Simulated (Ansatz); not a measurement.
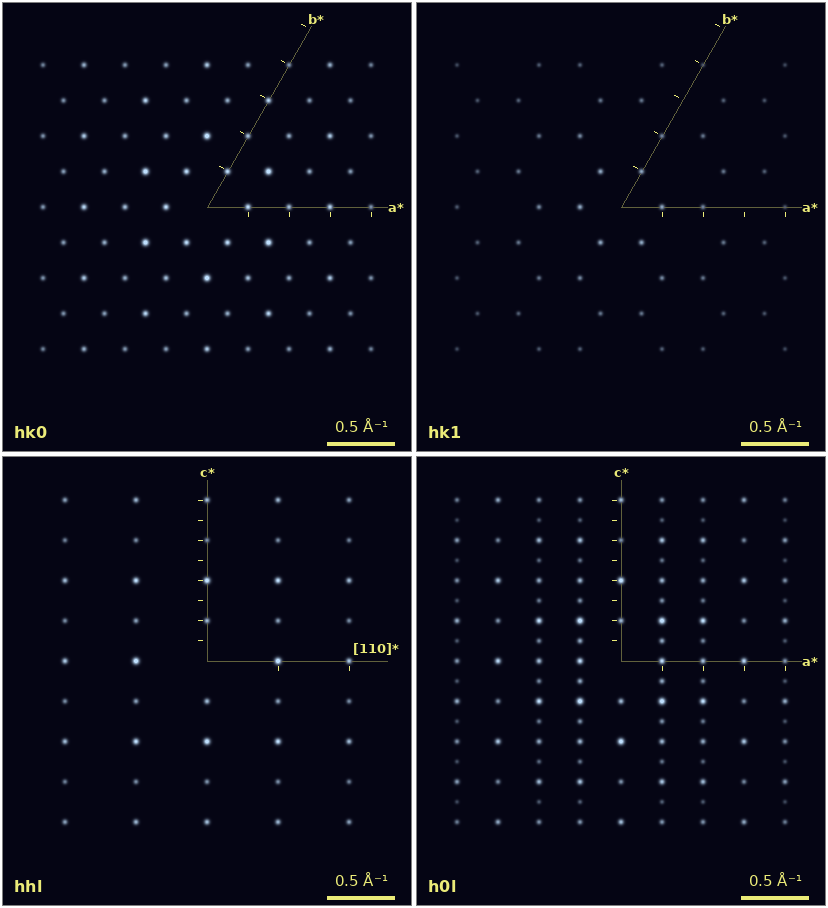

Four undistorted layers of reciprocal space, calculated for a single crystal (X-rays, kinematic |F|², B = 0.5 Å²). Tick marks count the reciprocal lattice steps of the conventional cell along each axis.

The compound is KF. Structure: coordinates from a relaxation with DFT PBE, scalar-relativistic, plane waves, PAW in Ansatz; the starting structure was generated, so it need not be a known form of this composition.

**What cell do the layers give?**

a* = 0.309, b* = 0.309, c* = 0.152 Å⁻¹, γ* = 60°; the cell is hexagonal with a = 3.74 Å, c = 6.60 Å (hexagonal axes).

**Which reflection conditions do the layers show?**

Reflections are present only under these conditions. hkl: no condition; hk0: no condition; h0l: no condition; hhl: l = 2n; 00l: l = 2n. The lattice is primitive (P). Further gaps, such as 0 3 1, 3 0 1, 3 0 3, come from atoms on special positions, not from the group's general conditions.

**Which space groups fit?**

The intensities have Laue symmetry 6/mmm (the hk0 layer shows 6mm, hk1 shows 6mm). With these conditions the candidates are P6_3mc (No. 186), P-62c (No. 190), P6_3/mmc (No. 194). Diffraction geometry alone does not choose among them; the structure has P6_3/mmc.
